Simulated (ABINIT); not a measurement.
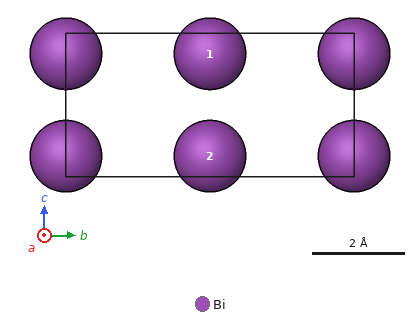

Fig. 1: The structure (spheres-only view of the cell 2 times as large as that of the calculation, set on its symmetry axes, along the a axis; atoms are numbered from 1 in the order of the input). An atom can appear more than once, as a periodic image.

Phonon calculation of Bi (part 1 of 2)

- system: Bi (C2/m, 2 atoms in the cell)
- method: Kohn-Sham DFT of a periodic cell, PBEsol, PseudoDojo NC SR PBEsol v0.4.1 standard, no spin polarisation (ABINIT 10.8.3)

The structure derives from a Materials Project entry.

Input:
```
# Datasets
ndtset 2

# Pseudopotentials
pp_dirpath "./"
pseudos "Bi.upf"

# Structure
acell 3*1.0 Angstrom
rprim
     3.4885980000    -3.1325780000     0.0000000000
     3.4885980000     3.1325780000     0.0000000000
    -1.2602350000     0.0000000000     3.1135500000
ntypat 1
znucl 83
natom 2
typat 1 1
chkprim 0
chksymtnons 0
tolsym 1.0e-6
xred
   0.7530610000   0.7530610000   0.8573820000
   0.2469390000   0.2469390000   0.1426180000

# Plane-wave basis
ecut 29.0

# k points
ngkpt 8 8 12
nshiftk 1
shiftk 0.0 0.0 0.0

# Exchange and correlation
ixc -116133

# Bands and occupations
nband 23
occopt 4
tsmear 0.1 eV

# SCF cycle
nstep 80

# Output
prteig 0
prtebands 0
prtwf 0
prtden 0
prtpot 0

# Dataset 1: ground state
kptopt1 1
tolvrs1 1.0e-15
prtwf1 1
tolwfr1 1.0e-14
nbdbuf1 4
nline1 6

# Dataset 2: response at q = 0 to atomic displacements
rfphon2 1
rfatpol2 1 2
rfdir2 1 1 1
getwfk2 1
kptopt2 2
nqpt2 1
qpt2 0.0 0.0 0.0
tolvrs2 1.0e-8
```

File mrgddb.in:
```
merged_DDB
Bi
2
runo_DS1_DDB
runo_DS2_DDB
```

File anaddb.abi:
```
ddb_filepath "merged_DDB"
output_file "anaddb.abo"
outdata_prefix "ana"
asr 2
chneut 0
dipdip 0
dieflag 0
enunit 0
eivec 1
nph1l 1
qph1l 0.0 0.0 0.0 1.0
```

Run as:
```bash
mpirun --bind-to none -np 4 abinit run.abi > log 2>&1
mrgddb < mrgddb.in > mrgddb.log 2>&1
anaddb anaddb.abi > anaddb.log 2>&1
```

Output:
```
.Version 10.8.3 of ABINIT
 DATASET    1 : space group C2/m (# 12); Bravais mC (1-face-center monocl.)
================================================================================
 Values of the parameters that define the memory need for DATASET  1.
     intxc =       0    ionmov =       0      iscf =       7    lmnmax =       6
     lnmax =       6     mgfft =      45  mpssoang =       3    mqgrid =    3001
     natom =       2  nloc_mem =       1    nspden =       1   nspinor =       1
    nsppol =       1      nsym =       4    n1xccc =    2501    ntypat =       1
    occopt =       4   xclevel =       2
       mpw =        3448          nfft =       64800          nkpt =         222
================================================================================
================================================================================

 DATASET    2 : space group C2/m (# 12); Bravais mC (1-face-center monocl.)
================================================================================
 Values of the parameters that define the memory need for DATASET  2 (RF).
     intxc =       0      iscf =       7    lmnmax =       6     lnmax =       6
     mgfft =      45  mpssoang =       3    mqgrid =    3001     natom =       2
  nloc_mem =       1    nspden =       1   nspinor =       1    nsppol =       1
      nsym =       4    n1xccc =    2501    ntypat =       1    occopt =       4
   xclevel =       2
      nfft =       64800          nkpt =         388
================================================================================
================================================================================

--------------------------------------------------------------------------------
------------- Echo of variables that govern the present computation ------------
--------------------------------------------------------------------------------
 -outvars: echo values of preprocessed input variables --------
            acell      1.8897261259E+00  1.8897261259E+00  1.8897261259E+00 Bohr
              amu      2.08980370E+02
          chkprim           0
      chksymtnons           0
             ecut      2.90000000E+01 Hartree
           getwfk1          0
           getwfk2          1
                       outvar_i_n : Printing only first  50 k-points.
              ixc     -116133
           jdtset        1    2
                       outvar_i_n : Printing only first  50 k-points.
           kptopt1          1
           kptopt2          2
         kptrlatt        8    0    0      0    8    0      0    0   12
          kptrlen      7.08819896E+01
            natom           2
            nband1         23
            nband2         23
           nbdbuf1          4
           nbdbuf2          2
           ndtset           2
            ngfft          45      45      32
             nkpt1        222
             nkpt2        388
            nline1          6
            nline2          4
             nqpt1          0
             nqpt2          1
            nstep          80
             nsym           4
           ntypat           1
                       prtocc : prtvol=0, do not print more k-points.
                       prtocc : prtvol=0, do not print more k-points.
           occopt           4
        optdriver1          0
        optdriver2          1
           prtden           0
        prtebands           0
           prteig           0
            prtwf1          1
            prtwf2          0
           rfphon1          0
           rfphon2          1
            rprim      3.4885980000E+00 -3.1325780000E+00  0.0000000000E+00
                       3.4885980000E+00  3.1325780000E+00  0.0000000000E+00
                      -1.2602350000E+00  0.0000000000E+00  3.1135500000E+00
          spgroup          12
           tolsym      1.00000000E-06
           tolvrs1     1.00000000E-15
           tolvrs2     1.00000000E-08
           tolwfr1     1.00000000E-14
           tolwfr2     0.00000000E+00
           tsmear      3.67493222E-03 Hartree
            typat      1  1
                       outvars : Printing only first  50 k-points.
           xangst      4.1737513922E+00 -1.1836641879E-16  2.6695017261E+00
                       1.5432096078E+00  5.7257540591E-17  4.4404827390E-01
            xcart      7.8872470489E+00 -2.2368011402E-16  5.0446271550E+00
                       2.9162435136E+00  1.0820107036E-16  8.3912962435E-01
             xred      7.5306100000E-01  7.5306100000E-01  8.5738200000E-01
                       2.4693900000E-01  2.4693900000E-01  1.4261800000E-01
            znucl       83.00000

================================================================================

 chkinp: Checking input parameters for consistency, jdtset=   1.

 chkinp: Checking input parameters for consistency, jdtset=   2.

================================================================================
== DATASET  1 ==================================================================

--- !DatasetInfo
iteration_state: {dtset: 1, }
dimensions: {natom: 2, nkpt: 222, mband: 23, nsppol: 1, nspinor: 1, nspden: 1, mpw: 3448, }
cutoff_energies: {ecut:  29.0, pawecutdg:  -1.0, }
electrons: {nelect:   3.00000000E+01, charge:   0.00000000E+00, occopt:   4.00000000E+00, tsmear:   3.67493222E-03, }
meta: {optdriver: 0, ionmov: 0, optcell: 0, iscf: 7, paral_kgb: 0, }
...

 Real(R)+Recip(G) space primitive vectors, cartesian coordinates (Bohr,Bohr^-1):
 R(1)=  6.5924948 -5.9197145  0.0000000  G(1)=  0.0758438 -0.0844635  0.0306984
 R(2)=  6.5924948  5.9197145  0.0000000  G(2)=  0.0758438  0.0844635  0.0306984
 R(3)= -2.3814990  0.0000000  5.8837568  G(3)=  0.0000000  0.0000000  0.1699594
 Unit cell volume ucvol=  4.5923530E+02 bohr^3
 Angles (23,13,12)=  1.06210145E+02  1.06210145E+02  8.38443507E+01 degrees

 getcut: wavevector=  0.0000  0.0000  0.0000  ngfft=  45  45  32
         ecut(hartree)=     29.000   => boxcut(ratio)=   2.04935

--- Pseudopotential description ------------------------------------------------
- pspini: atom type   1  psp file is ./Bi.upf
  83.00000  15.00000  180301                  znucl, zion, pspdat
12 -116133 2 -1 1472                          pspcod,pspxc,lmax,lloc,mmax
     nproj     2     2     2

   2.57404668E+03                                ecore*ucvol(ha*bohr**3)
--------------------------------------------------------------------------------

================================================================================

--- !BeginCycle
iteration_state: {dtset: 1, }
solver: {iscf: 7, nstep: 80, nline: 6, wfoptalg: 0, }
tolerances: {tolwfr: 1.00E-14, tolvrs: 1.00E-15, }
...

     iter   Etot(hartree)      deltaE(h)  residm     vres2
 ETOT  1  -163.83289935533    -1.638E+02 1.954E-02 3.050E+00
 ETOT  2  -163.85245260010    -1.955E-02 5.892E-08 5.022E-01
 ETOT  3  -163.85259628219    -1.437E-04 2.012E-06 6.736E-03
 ETOT  4  -163.85259732834    -1.046E-06 2.289E-08 1.140E-03
 ETOT  5  -163.85259751683    -1.885E-07 5.563E-09 8.141E-05
 ETOT  6  -163.85259753638    -1.955E-08 3.614E-10 2.196E-06
 ETOT  7  -163.85259753663    -2.499E-10 1.035E-11 1.775E-08
 ETOT  8  -163.85259753663    -3.212E-12 9.899E-14 3.652E-10
 ETOT  9  -163.85259753663    -6.821E-13 9.998E-15 2.864E-11
 ETOT 10  -163.85259753663     2.842E-13 8.795E-15 2.633E-12
 ETOT 11  -163.85259753663     3.695E-13 8.662E-15 2.806E-14
 ETOT 12  -163.85259753663     2.530E-12 8.711E-15 2.666E-16

 At SCF step   12  max residual=  8.71E-15 < tolwfr=  1.00E-14 AND vres2   =  2.67E-16 < tolvrs=  1.00E-15 =>converged.

 Cartesian components of stress tensor (hartree/bohr^3)
  sigma(1 1)=  9.55571417E-05  sigma(3 2)=  0.00000000E+00
  sigma(2 2)=  1.25325407E-04  sigma(3 1)=  6.77143374E-06
  sigma(3 3)=  1.02699827E-04  sigma(2 1)=  0.00000000E+00

--- !ResultsGS
iteration_state: {dtset: 1, }
comment   : Summary of ground state results
lattice_vectors:
- [  6.5924948,  -5.9197145,   0.0000000, ]
- [  6.5924948,   5.9197145,   0.0000000, ]
- [ -2.3814990,   0.0000000,   5.8837568, ]
lattice_lengths: [   8.86025,    8.86025,    6.34745, ]
lattice_angles: [106.210, 106.210,  83.844, ] # degrees, (23, 13, 12)
lattice_volume:   4.5923530E+02
convergence: {deltae:  2.530E-12, res2:  2.666E-16, residm:  8.711E-15, diffor: null, }
etotal    :  -1.63852598E+02
entropy   :   0.00000000E+00
fermie    :   1.88511557E-01
cartesian_stress_tensor: # hartree/bohr^3
- [  9.55571417E-05,   0.00000000E+00,   6.77143374E-06, ]
- [  0.00000000E+00,   1.25325407E-04,   0.00000000E+00, ]
- [  6.77143374E-06,   0.00000000E+00,   1.02699827E-04, ]
pressure_GPa:  -3.1734E+00
xred      :
- [  7.5306E-01,   7.5306E-01,   8.5738E-01, Bi]
- [  2.4694E-01,   2.4694E-01,   1.4262E-01, Bi]
cartesian_forces: # hartree/bohr
- [  6.10893226E-04,   9.23290355E-20,   3.41794400E-04, ]
- [ -6.10893226E-04,  -9.23290355E-20,  -3.41794400E-04, ]
force_length_stats: {min:   7.00009961E-04, max:   7.00009961E-04, mean:   7.00009961E-04, }
...

 Integrated electronic density in atomic spheres:
 ------------------------------------------------
 Atom  Sphere_radius  Integrated_density
    1        2.00000         10.72626398
    2        2.00000         10.72626398
================================================================================

 ----iterations are completed or convergence reached----

 Mean square residual over all n,k,spin=   25.406E-16; max=  87.105E-16
 reduced coordinates (array xred) for    2 atoms
       0.753061000000      0.753061000000      0.857382000000
       0.246939000000      0.246939000000      0.142618000000
 rms dE/dt=  3.3039E-03; max dE/dt=  4.0273E-03; dE/dt below (all hartree)
    1      -0.004027310408     -0.004027310408     -0.000556193507
    2       0.004027310408      0.004027310408      0.000556193507

 cartesian coordinates (angstrom) at end:
    1      4.17375139218600    -0.00000000000000     2.66950172610000
    2      1.54320960781400     0.00000000000000     0.44404827390000

 cartesian forces (hartree/bohr) at end:
    1      0.00061089322637     0.00000000000000     0.00034179439986
    2     -0.00061089322637    -0.00000000000000    -0.00034179439986
 frms,max,avg= 4.0415094E-04 6.1089323E-04   0.000E+00  0.000E+00  0.000E+00 h/b

 cartesian forces (eV/Angstrom) at end:
    1      0.03141339272835     0.00000000000000     0.01757577470439
    2     -0.03141339272835    -0.00000000000000    -0.01757577470439
 frms,max,avg= 2.0782277E-02 3.1413393E-02   0.000E+00  0.000E+00  0.000E+00 e/A
 length scales=  1.889726125908  1.889726125908  1.889726125908 bohr
              =  1.000000000000  1.000000000000  1.000000000000 angstroms
 Fermi (or HOMO) energy (hartree) =   0.18851   Average Vxc (hartree)=  -0.37640
 Eigenvalues (hartree) for nkpt= 222  k points:
 kpt#   1, nband= 23, wtk=  0.00130, kpt=  0.0000  0.0000  0.0000 (reduced coord)
  -0.65180   -0.65077   -0.64916   -0.64821   -0.64524   -0.64427   -0.64382   -0.64332
  -0.64220   -0.63892   -0.29178   -0.14787    0.07724    0.08789    0.29077    0.30315
   0.32743    0.34094    0.34692    0.43497    0.49290    0.51192    0.53355
      occupation numbers for kpt#   1
   2.00000    2.00000    2.00000    2.00000    2.00000    2.00000    2.00000    2.00000
   2.00000    2.00000    2.00000    2.00000    2.00000    2.00000    0.00000    0.00000
   0.00000    0.00000    0.00000    0.00000    0.00000    0.00000    0.00000
 prteigrs : prtvol=0 or 1, do not print more k-points.
```
